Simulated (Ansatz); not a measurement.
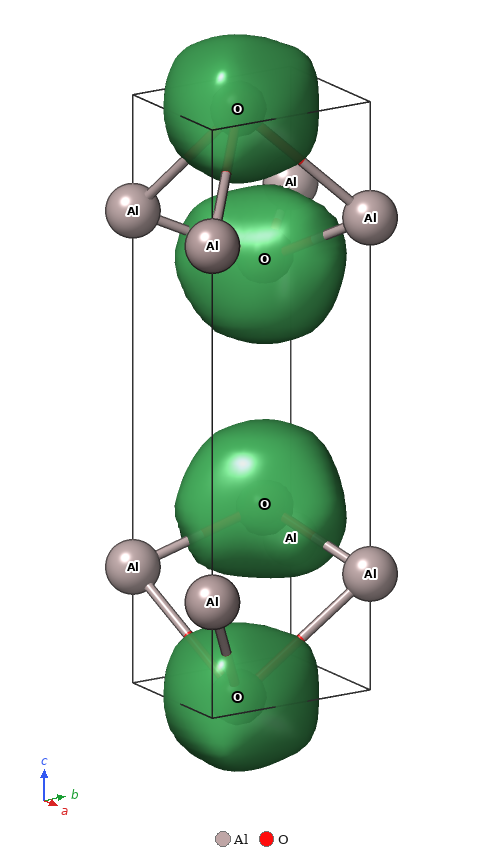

Figure 1: Al2O3. Isosurface of the ELF at 0.65 (green), seen slightly off an axis. Only the valence region is drawn (cores and ρ < 0.01 e/Å³ removed). Sticks mark near contacts.

Space group P-6m2; a structure from a database of computed crystals, not necessarily the ambient phase.

The calculation used Ansatz 0.2.0, Kohn-Sham DFT of a periodic cell, BLYP with D4, Ansatz PAW.

Core electrons are frozen (PAW), and the valence fields are smoothed inside the atomic spheres.

> What do the ELF domains correspond to?

The ELF exceeds this value in two regions on O in which the atom's valence shell and bonds are merged and one region wrapped around O (its valence shell), counted in one cell of 5 atoms. Regions shared between cells count once. Profiles from the grid: Al–O (1.79 Å): the ELF peaks at about 0.85 in the valence shell of O, 0.7 Å from its nucleus, and is about 0.85 at the midpoint.

> Does the calculation give a band gap?

It is gapped, with a Kohn–Sham gap of 4.7 eV on the k-point mesh, an upper bound to the gap of this method.
